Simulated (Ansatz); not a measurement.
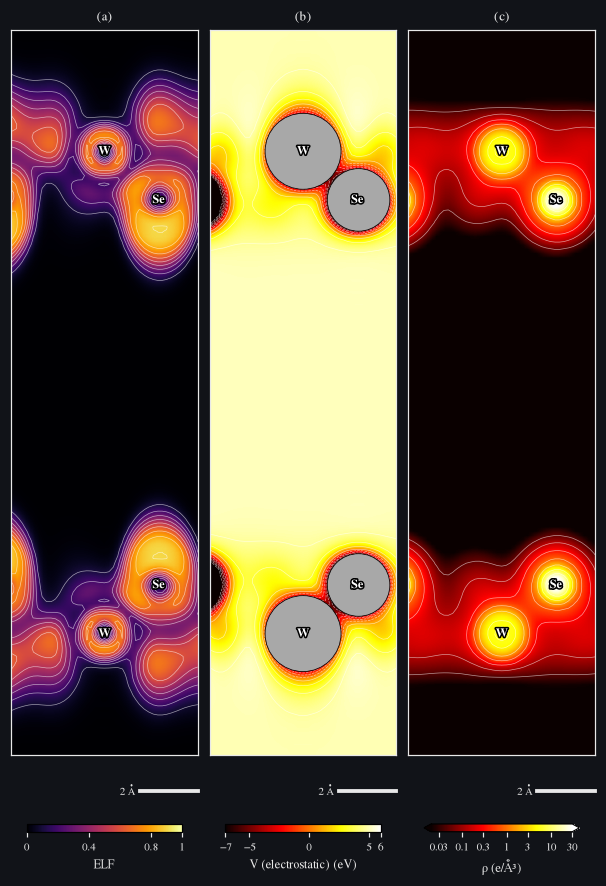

Figure. WSe (slab). (a) ELF; (b) electrostatic potential (local pseudopotential plus Hartree) felt by an electron; (c) valence electron density on the (110) plane of the calculation cell, a cut from vacuum to vacuum. Grey discs cover the atomic cores in the potential map.

Not relaxed (largest force 0.7 eV/Å).

Computed with Ansatz 0.2.0, DFT PBE, scalar-relativistic, plane waves, PAW.

In a PAW calculation such maps are meaningful between the atoms, not at the nuclei.

### Interpret the plot.

- The plane passes through W and Se nuclei.
- W–Se (2.55 Å): ρ is about 0.54 e/Å³ halfway; the ELF is about 0.50 at the midpoint.
- The density dies away to nearly zero in the vacuum.
- The features right at W lie inside the PAW spheres, where the map follows smoothed inner orbitals and isn't to be read closely.
- Outside the cores the potential energy rises away from the atoms and is highest in the vacuum; its zero is arbitrary.

### Metal or insulator at this level of theory?

It is gapped, with a Kohn–Sham gap of 0.34 eV on the k-point mesh (the band edges may lie off the mesh, which would make the gap smaller).
